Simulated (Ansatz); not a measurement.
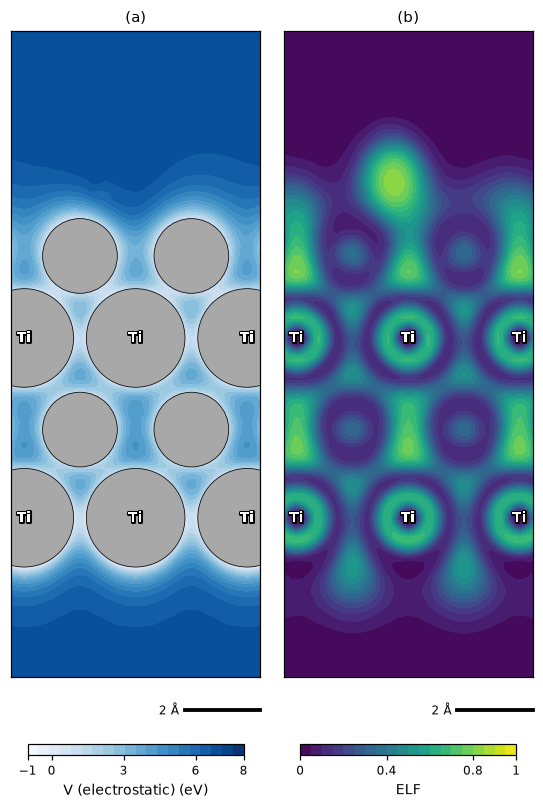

The picture shows: Ti$_{8}$H (slab). (a) electrostatic potential (local pseudopotential plus Hartree) felt by an electron; (b) ELF on the (100) plane of the calculation cell, a cut from vacuum to vacuum. Grey discs cover the atomic cores in the potential map.

Not relaxed (largest force 1.5 eV/Å); computed without spin polarisation.

Computed with Ansatz 0.2.0, DFT PBE, scalar-relativistic, plane waves, PAW.

In a PAW calculation such maps are meaningful between the atoms, not at the nuclei.

Interpret the plot.

- Atoms in the plane: Ti.
- Atoms just off the plane (Ti, 0.8 Å away) can leave unmarked features too.
- Ti–Ti (2.94 Å): the ELF is about 0.25 at the midpoint (no localised pair shows between them).
- The features right at Ti lie inside the PAW spheres, where the map follows smoothed inner orbitals and isn't to be read closely.
- Outside the cores the potential energy rises away from the atoms and is highest in the vacuum; its zero is arbitrary.

Metal or insulator at this level of theory?

It is metallic or semimetallic at this level of theory: no gap opens.
